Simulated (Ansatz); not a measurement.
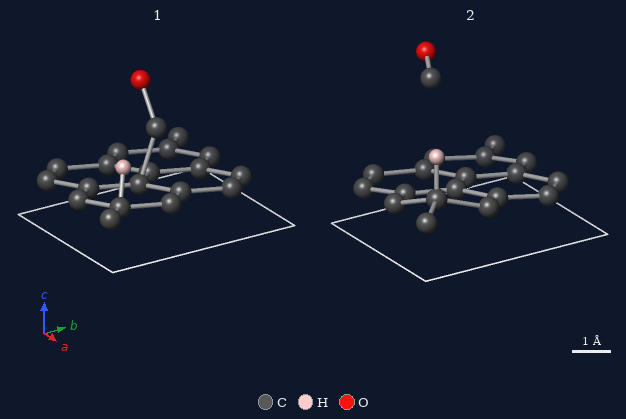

Two geometries of a slab of composition HC19O, drawn at one scale. One is the start of a relaxation, the other its converged end. The picture is a ball-and-stick view of the cell of the calculation, outlined in the plane, without the vacuum (origin shifted), seen slightly off an axis.

All numbers below come from DFT PBEsol, scalar-relativistic, plane waves, PAW (Ansatz 0.2.0). (plane-wave cutoff 420 eV; k-point mesh 2 × 2 × 1; occupations fermi dirac; smearing width 0.05 eV; collinear spin; atoms relaxed in a fixed cell; force threshold 0.03 eV/Å; at most 60 steps)

Question: Which of the two is the end point?

Answer: Structure 2 is the relaxed one. It is HCO on graphene monolayer, set down by a guess. The run prepares an end point of a later path (dissociation) calculation, from a guessed geometry. The atom that moves furthest relative to the layer's centre is a C atom (1.97 Å at 40° to the normal (+c side)). Largest moves by element: C 1.97 Å, O 1.17 Å, H 0.52 Å. The cell doesn't change. Near-neighbour distances that change, for instance: C–C 1.949 → 3.887 Å, C–C 1.564 → 3.289 Å, C–C 1.949 → 3.635 Å, C–O 1.373 → 1.133 Å. Bonds break: C–C (1.56 → 3.29 Å). Among the angles between lasting bonds that change: C–C–H 77.4° → 102.5°, C–C–H 77.4° → 102.3°, C–C–H 115.8° → 103.5°. After 32 accepted moves (38 points after the start) the energy has fallen by 5.474 eV per cell of the calculation. The largest force component goes from 9.9 to 0.013 eV/Å. The line search rejected the trial steps at points 20, 23, 29, 32, 36 of the run. 1 step only repeated the SCF at the same geometry. The forces were under the threshold at step 27, but the run went on from there.

Limits of the set-up: the periodic images lie only 7.4 Å apart, so the values are limited by the cell's size.
